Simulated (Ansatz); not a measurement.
```
Co
1.0
     2.45642    0.00000    0.00000
    -1.22821    2.12732    0.00000
     0.00000    0.00000   20.96947
Co
3
Cartesian
  1.2282 0.7091 8.5000
  0.0000 1.4182 10.4562
  1.2282 0.7091 12.4125
```

Spin-polarised.

Theory: DFT PBEsol, scalar-relativistic, plane waves, PAW in Ansatz 0.2.0.

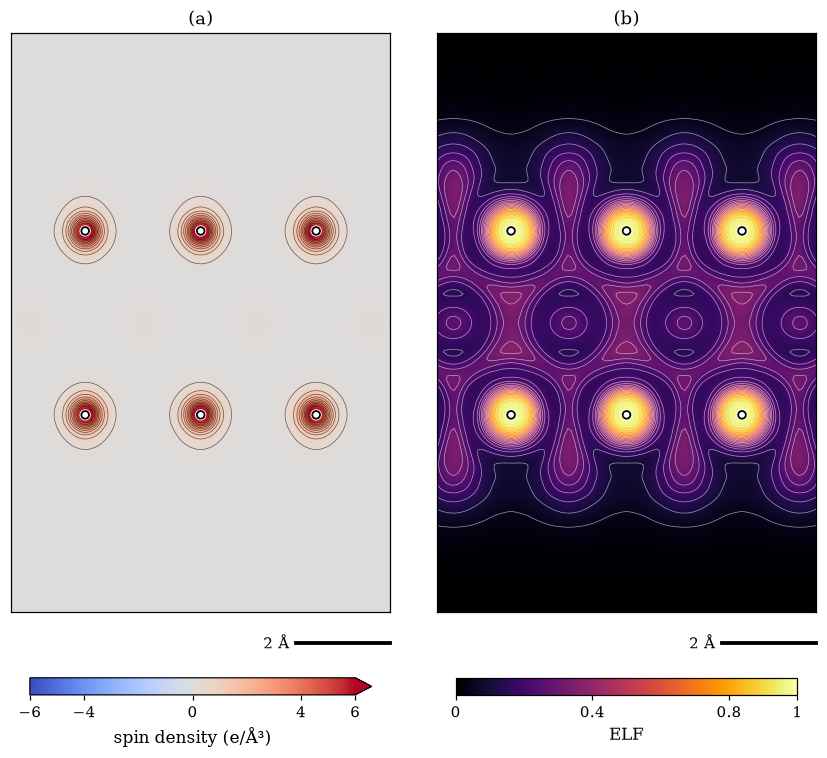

Co (slab). (a) spin density; (b) ELF on the (100) plane of the calculation cell, a cut from vacuum to vacuum. Circles mark the nuclei in the plane (Co).

Describe what can be read from this map.

- Atoms in the plane: Co.
- Atoms just off the plane (Co, 0.7 Å away) can leave unmarked features too.
- Co–Co (2.46 Å): the ELF is about 0.25 at the midpoint: no shared electron pair shows on this line.
- The features right at Co lie inside the PAW spheres, where the map follows smoothed inner orbitals and isn't to be read closely.
- The spin density sits on Co: +1.8 μB (×3) in one cell of 3 atoms: parallel main moments (a ferromagnetic arrangement) in this solution. The cell of the calculation (3 atoms) carries 5.1 μB of net spin moment.
